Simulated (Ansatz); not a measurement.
# Mg32O31H (charge −1): single-point calculation (part 1 of 2)

System: Mg32O31H (defect cell, 64 atoms in the cell, total charge −1).
Method: DFT, HSE06, PAW, plane waves (Ansatz 0.2.0).

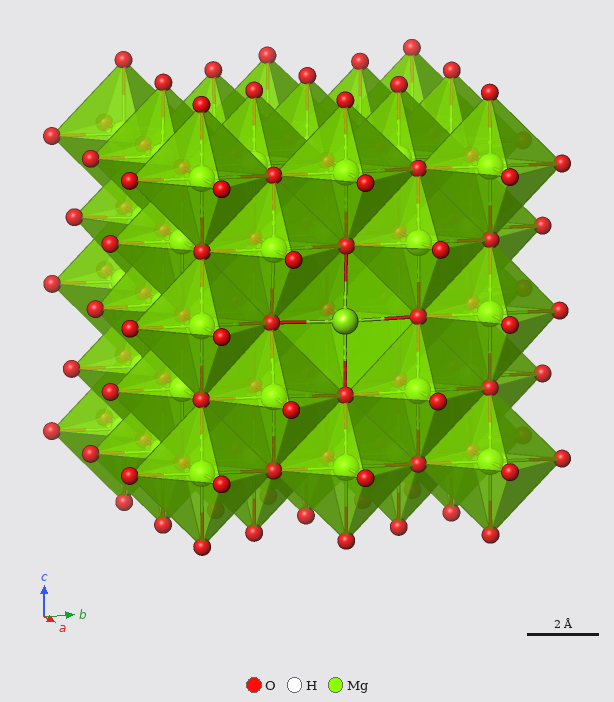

Fig. 1: The structure as given in the input (polyhedral view of the cell of the calculation, seen slightly off an axis; polyhedra are completed across the faces of the cell).

**Input**
```yaml
crystal:
  lattice:
    - [8.428808, 0.000000, 0.000000]
    - [0.000000, 8.428808, 0.000000]
    - [0.000000, 0.000000, 8.428808]
  atoms:
    - { symbol: O, position: [0.248369, 0.000100, 0.999498] }
    - { symbol: O, position: [0.248635, 0.000205, 0.498432] }
    - { symbol: O, position: [0.248636, 0.499038, 0.999605] }
    - { symbol: O, position: [0.748360, 0.998755, 0.998152] }
    - { symbol: O, position: [0.749704, 0.000100, 0.498162] }
    - { symbol: O, position: [0.749703, 0.498765, 0.999497] }
    - { symbol: O, position: [0.749812, 0.499028, 0.498423] }
    - { symbol: O, position: [0.997903, 0.248298, 0.997235] }
    - { symbol: O, position: [0.991222, 0.241621, 0.497982] }
    - { symbol: O, position: [0.997108, 0.749708, 0.999883] }
    - { symbol: O, position: [0.999266, 0.750346, 0.499056] }
    - { symbol: O, position: [0.499313, 0.247505, 0.999877] }
    - { symbol: O, position: [0.499944, 0.249662, 0.499045] }
    - { symbol: O, position: [0.498684, 0.749084, 0.998899] }
    - { symbol: O, position: [0.511578, 0.761972, 0.490927] }
    - { symbol: O, position: [0.997903, 0.997836, 0.247696] }
    - { symbol: O, position: [0.997107, 0.000485, 0.749105] }
    - { symbol: O, position: [0.991226, 0.498572, 0.241021] }
    - { symbol: O, position: [0.999259, 0.499654, 0.749748] }
    - { symbol: O, position: [0.499312, 0.000485, 0.246900] }
    - { symbol: O, position: [0.498683, 0.999498, 0.748478] }
    - { symbol: O, position: [0.499948, 0.499648, 0.249054] }
    - { symbol: O, position: [0.511573, 0.491541, 0.761362] }
    - { symbol: O, position: [0.248187, 0.241618, 0.241015] }
    - { symbol: O, position: [0.249253, 0.249660, 0.749735] }
    - { symbol: O, position: [0.249260, 0.750338, 0.249062] }
    - { symbol: O, position: [0.241127, 0.761973, 0.761367] }
    - { symbol: O, position: [0.747438, 0.248298, 0.247695] }
    - { symbol: O, position: [0.750087, 0.247503, 0.749106] }
    - { symbol: O, position: [0.750093, 0.749706, 0.246899] }
    - { symbol: O, position: [0.749101, 0.749083, 0.748480] }
    - { symbol: H, position: [0.342294, 0.592673, 0.592075] }
    - { symbol: Mg, position: [0.998465, 0.998812, 0.998210] }
    - { symbol: Mg, position: [0.997594, 0.998795, 0.498507] }
    - { symbol: Mg, position: [0.997592, 0.499112, 0.998195] }
    - { symbol: Mg, position: [0.000674, 0.494884, 0.494287] }
    - { symbol: Mg, position: [0.498268, 0.998318, 0.997716] }
    - { symbol: Mg, position: [0.500351, 0.001346, 0.497920] }
    - { symbol: Mg, position: [0.500346, 0.498525, 0.000736] }
    - { symbol: Mg, position: [0.502604, 0.500256, 0.499639] }
    - { symbol: Mg, position: [0.248712, 0.247989, 0.998187] }
    - { symbol: Mg, position: [0.244501, 0.251024, 0.494278] }
    - { symbol: Mg, position: [0.248128, 0.750743, 0.000744] }
    - { symbol: Mg, position: [0.249871, 0.752980, 0.499661] }
    - { symbol: Mg, position: [0.748410, 0.248865, 0.998208] }
    - { symbol: Mg, position: [0.748397, 0.247994, 0.498503] }
    - { symbol: Mg, position: [0.747921, 0.748663, 0.997717] }
    - { symbol: Mg, position: [0.750949, 0.750745, 0.497920] }
    - { symbol: Mg, position: [0.248713, 0.998789, 0.247389] }
    - { symbol: Mg, position: [0.248127, 0.001345, 0.750143] }
    - { symbol: Mg, position: [0.244503, 0.494872, 0.250411] }
    - { symbol: Mg, position: [0.249852, 0.500261, 0.752382] }
    - { symbol: Mg, position: [0.748411, 0.998813, 0.248261] }
    - { symbol: Mg, position: [0.747920, 0.998319, 0.748062] }
    - { symbol: Mg, position: [0.748400, 0.499110, 0.247389] }
    - { symbol: Mg, position: [0.750945, 0.498524, 0.750139] }
    - { symbol: Mg, position: [0.998033, 0.248424, 0.247817] }
    - { symbol: Mg, position: [0.998401, 0.248806, 0.747130] }
    - { symbol: Mg, position: [0.998405, 0.747734, 0.248202] }
    - { symbol: Mg, position: [0.998930, 0.750487, 0.749885] }
    - { symbol: Mg, position: [0.497335, 0.248803, 0.248195] }
    - { symbol: Mg, position: [0.500084, 0.249337, 0.749881] }
    - { symbol: Mg, position: [0.500088, 0.750487, 0.248729] }
    - { symbol: Mg, position: [0.492794, 0.743191, 0.742583] }
  symmetry: { detect: false }
kpoints:
  mp_grid: { grid: [1, 1, 1], shift: [0.25, 0.25, 0.25] }
hamiltonian:
  xc: hse06
total_charge: -1
scf:
  occupations: { method: fermi_dirac, width: 0.01 }
output:
  forces: true
  eigenvalues: true
  populations: true
  charged_corrections: { epsilon: 9.8 }
  eigenstates: { kpoints: [[0.25, 0.25, 0.25]], e_range: [-6.0, 6.0], localisation: true }
```

Run as:
```bash
ansatz run in.yaml --threads 8 --pin off --max-ram 17100MiB --runs-dir r --events-out ev --progress --plain
```

**Log**
```
Pseudopotentials: kind: paw
Functional definition: HSE06
  parameter a = 0.25
  parameter omega = 0.11/bohr
  exchange = pbe_x - a*pbe_x_sr(omega) + a*exact_x_sr(omega)
  correlation = pbe_c
Crystal: 64 atoms, lattice volume = 598.823 Å³
Basis set: ecut = 420 eV, 11753 PW (Γ), exchange–correlation on 120×120×120 points (8 copies of the dense FFT grid, shifted against one another)
Bands: 318, of which v1, the nominal top of the filled ones, is band 254 counted from 1 (253 counted from 0)
Symmetry: 1 space group operations
k-points: 1
Non-local potential: O, projectors of the file, l = 0: 2, l = 1: 2, l = 2: 1
Non-local potential: H, projectors of the file, l = 0: 2, l = 1: 1
Non-local potential: Mg, projectors of the file, l = 0: 3, l = 1: 2, l = 2: 1
PAW form: soft (Blöchl's): semilocal exchange-correlation on the pseudo side does not see the compensation charge
PAW frozen core: O, regenerated for the run's functional, and the local potential with it (the file was generated under x = pbe(κ = 0.804, μ = 0.2195149727645171), c = pbe(β = 0.06672455060314922))
PAW frozen core: Mg, regenerated for the run's functional, and the local potential with it (the file was generated under x = pbe(κ = 0.804, μ = 0.2195149727645171), c = pbe(β = 0.06672455060314922))
PAW one-centre angular grid: O, 110 points (default); XC on 96 Gauss nodes
PAW one-centre angular grid: H, 110 points (default); XC on 64 Gauss nodes
PAW one-centre angular grid: Mg, 110 points (default); XC on 96 Gauss nodes
Initial density: superposition of atomic densities (neutral atoms scaled as one to the charged cell's electrons: chi_scale 0, normalization atom), corrected by the library's trained network
Initial wavefunctions: pseudopotential atomic-orbital guess
Functional: x = pbe(κ = 0.804, μ = 0.2195149727645171), c = pbe(β = 0.06672455060314922), warm-up for x = pbe(κ = 0.804, μ = 0.2195149727645171) + 0.25 (exact − pbe) at short range (hse, ω = 0.20786987370883472 Å⁻¹), c = pbe(β = 0.06672455060314922); HSE06 as pw.x's `hse` composes it (authors' and Libxc's form: `xc: wpbeh`)
SCF iter   1: F=—  HF=-79242.980694 eV  |F-HF|=—  |Δ(HF+E_count)|=         —  Δρ=1.09e-2  dr2=1.74e0  ethr=1.77e-3  ⟨swp⟩=20.0  Hψ=1504  notcnv=0
preconditioner: auto → none  [insulator: Δε(μ)=2.864 eV  Ē_g=15.695 eV  σ=0.010 eV  W_gap=1.00  n_scr=178 (ndim 8)  ℏωp=24.1 eV  f_vac=0.000  D(μ)=0.00/eV (n_scr^D=0)]
iter 2 solved again at ethr=2.38e-5 eV; its pass at ethr=3.42e-4 eV (dr2=1.21e-1 eV) is discarded
SCF iter   2: F=—  HF=-79242.405053 eV  |F-HF|=—  |Δ(HF+E_count)|=   5.76e-1  Δρ=4.77e-3  dr2=1.22e-1  ethr=2.38e-5  ⟨swp⟩=7.0  Hψ=1536  notcnv=0  defer=15
SCF iter   3: F=—  HF=-79242.374201 eV  |F-HF|=—  |Δ(HF+E_count)|=   3.09e-2  Δρ=1.55e-3  dr2=1.32e-2  ethr=2.38e-5  ⟨swp⟩=20.0  Hψ=828  notcnv=1
SCF iter   4: F=—  HF=-79242.371884 eV  |F-HF|=—  |Δ(HF+E_count)|=   2.32e-3  Δρ=4.21e-4  dr2=5.69e-4  ethr=2.61e-6  ⟨swp⟩=9.0  Hψ=833  notcnv=0  defer=11
SCF iter   5: F=-79242.371939 eV  HF=-79242.371945 eV  |F-HF|=5.58e-6  |Δ(HF+E_count)|=   6.04e-5  Δρ=7.03e-5  dr2=2.26e-5  ethr=1.12e-7  ⟨swp⟩=8.0  Hψ=740  notcnv=0  defer=1
SCF 1 stopped early in 5 iterations: F = -79242.371939 eV  dr2 = 2.26e-5
  greatest PAW one-centre occupation: 1.000 electrons in one spin orbital (limit 2), on the Mg atom at site 38 (counted from 0), in its partial waves of l = 0
Initial density: handed on by an earlier stage of this run
Initial wavefunctions: those handed on with the density
Functional: x = pbe(κ = 0.804, μ = 0.2195149727645171) + 0.25 (exact − pbe) at short range (hse, ω = 0.20786987370883472 Å⁻¹), c = pbe(β = 0.06672455060314922); HSE06 as pw.x's `hse` composes it (authors' and Libxc's form: `xc: wpbeh`)
Exchange kernel: α = 0.2500, screened, ω = 0.2079 Å⁻¹, Wigner–Seitz truncation, v(0) = 811.1727 eV·Å³, q-mesh 1×1×1, nearest image of the exchange supercell L = 8.43 Å, pair-density grid 45×45×45, without the augmentation charges, whose exchange is taken in its separable form (sized by the pseudopotential files, 60×60×60 at the most), smooth part of the exchange summed in real space on grids 44×56
Frozen-core exchange: fock
SCF iter   1: F=—  HF=-79249.289463 eV  |F-HF|=—  |Δ(HF+E_count)|=         —  Δρ=7.76e-3  dr2=1.90e-1  ethr=4.45e-8  ⟨swp⟩=10.0  Hψ=1705  notcnv=0
preconditioner: auto → none  [insulator: Δε(μ)=2.769 eV  Ē_g=18.142 eV  σ=0.010 eV  W_gap=1.00  n_scr=178 (ndim 8)  ℏωp=24.1 eV  f_vac=0.000  D(μ)=0.00/eV (n_scr^D=0)]
SCF iter   2: F=—  HF=-79249.215722 eV  |F-HF|=—  |Δ(HF+E_count)|=   7.37e-2  Δρ=3.79e-3  dr2=4.04e-2  ethr=4.45e-8  ⟨swp⟩=5.0  Hψ=1224  notcnv=0
SCF iter   3: F=—  HF=-79249.324546 eV  |F-HF|=—  |Δ(HF+E_count)|=   1.09e-1  Δρ=1.65e-3  dr2=1.80e-2  ethr=4.45e-8  ⟨swp⟩=5.0  Hψ=1257  notcnv=0
SCF iter   4: F=—  HF=-79249.319789 eV  |F-HF|=—  |Δ(HF+E_count)|=   4.76e-3  Δρ=6.44e-4  dr2=2.34e-3  ethr=4.45e-8  ⟨swp⟩=5.0  Hψ=1089  notcnv=0
SCF iter   5: F=—  HF=-79249.319222 eV  |F-HF|=—  |Δ(HF+E_count)|=   5.67e-4  Δρ=1.07e-4  dr2=1.70e-4  ethr=4.45e-8  ⟨swp⟩=4.0  Hψ=795  notcnv=0
SCF iter   6: F=—  HF=-79249.320197 eV  |F-HF|=—  |Δ(HF+E_count)|=   9.75e-4  Δρ=1.31e-4  dr2=1.15e-4  ethr=6.43e-9  ⟨swp⟩=7.0  Hψ=891  notcnv=0
SCF iter   7: F=-79249.320027 eV  HF=-79249.320169 eV  |F-HF|=1.43e-4  |Δ(HF+E_count)|=   2.75e-5  Δρ=1.41e-5  dr2=5.74e-6  ethr=6.43e-9  ⟨swp⟩=4.0  Hψ=747  notcnv=0
SCF 2 stopped early in 7 iterations: F = -79249.320027 eV  dr2 = 5.74e-6
  Residual-converged pass: ⟨swp⟩=3.0  Hψ=826  notcnv=0  max |occ|·‖R‖ = 6.3e-6 eV (tolerance 6.7e-6 eV)  dr2=5.72e-6  dr2_onsite=1.60e-7  max |Δocc| = 0.0e0
  greatest PAW one-centre occupation: 1.000 electrons in one spin orbital (limit 2), on the Mg atom at site 49 (counted from 0), in its partial waves of l = 0
hybrid outer 1: dexx = +1.177e-1 eV, tail = 5.62e-4 eV
SCF iter   1: F=—  HF=-79249.318357 eV  |F-HF|=—  |Δ(HF+E_count)|=         —  Δρ=4.62e-5  dr2=8.43e-6  ethr=5.53e-7  ⟨swp⟩=10.0  Hψ=739  notcnv=0
preconditioner: auto → none  [insulator: Δε(μ)=2.795 eV  Ē_g=18.139 eV  σ=0.010 eV  W_gap=1.00  n_scr=178 (ndim 8)  ℏωp=24.1 eV  f_vac=0.000  D(μ)=0.00/eV (n_scr^D=0)]
SCF iter   2: F=—  HF=-79249.318360 eV  |F-HF|=—  |Δ(HF+E_count)|=   2.98e-6  Δρ=2.01e-5  dr2=9.60e-7  ethr=1.56e-9  ⟨swp⟩=4.0  Hψ=1008  notcnv=0
SCF iter   3: F=—  HF=-79249.318362 eV  |F-HF|=—  |Δ(HF+E_count)|=   2.09e-6  Δρ=7.46e-6  dr2=2.07e-7  ethr=1.31e-10  ⟨swp⟩=7.0  Hψ=935  notcnv=0  defer=1
SCF iter   4: F=-79249.318362 eV  HF=-79249.318362 eV  |F-HF|=3.50e-8  |Δ(HF+E_count)|=   1.08e-8  Δρ=2.93e-6  dr2=4.18e-8  ethr=3.26e-11  ⟨swp⟩=3.0  Hψ=693  notcnv=0
SCF 3 converged in 4 iterations: F = -79249.318362 eV  dr2 = 4.18e-8
  Residual-converged pass: ⟨swp⟩=3.0  Hψ=592  notcnv=0  max |occ|·‖R‖ = 2.5e-6 eV (tolerance 2.5e-6 eV)  dr2=4.21e-8  dr2_onsite=6.83e-9  max |Δocc| = 0.0e0
```

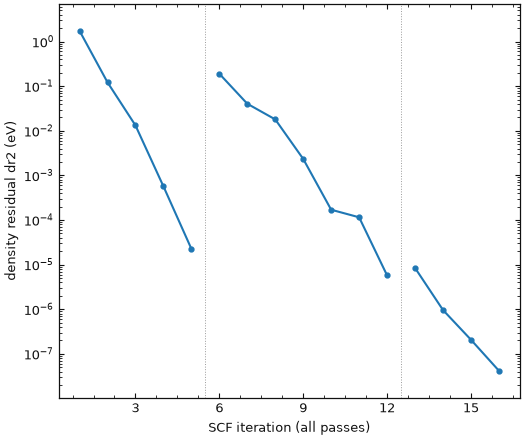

Fig. 2: Convergence of the self-consistent field: density residual dr2 against the SCF iteration. The run starts with a semilocal functional; after that each stretch between dotted lines is one SCF of the hybrid functional between two exact rebuilds of the exchange operator by the outer loop. Early passes are stopped at a loose threshold. The passes take 5, 7 and 4 iterations.

```
hybrid outer 2: dexx = +1.943e-6 eV, tail = 1.80e-7 eV, Δε = 1.83e-3 eV (about 6.27e-5 eV left of the loop's levels), ΔF = 1.34e-3 eV/Å (tail 3.51e-4)
NSCF: frozen V_eff on 1 k-points
hybrid SCF converged: 2 outer / 11 inner (+5 warm-up), last move |dexx| = 1.94e-6 eV, tail = 1.80e-7 eV
Stability not checked: this state was not tested for a lower state beside it, because the functional holds exact exchange (a hybrid, or Hartree-Fock), whose exchange loop this test does not read (fock_operator; see scf.lower_state_search)
Free energy (F): -79249.318362 eV
Harris-Foulkes:  -79249.318362 eV  (|F-HF|=3.50e-8)
Internal energy: -79249.318362 eV  (E = F + TS)
E sigma→0 (E₀):  -79249.318362 eV
Fermi energy:    13.100866 eV
```
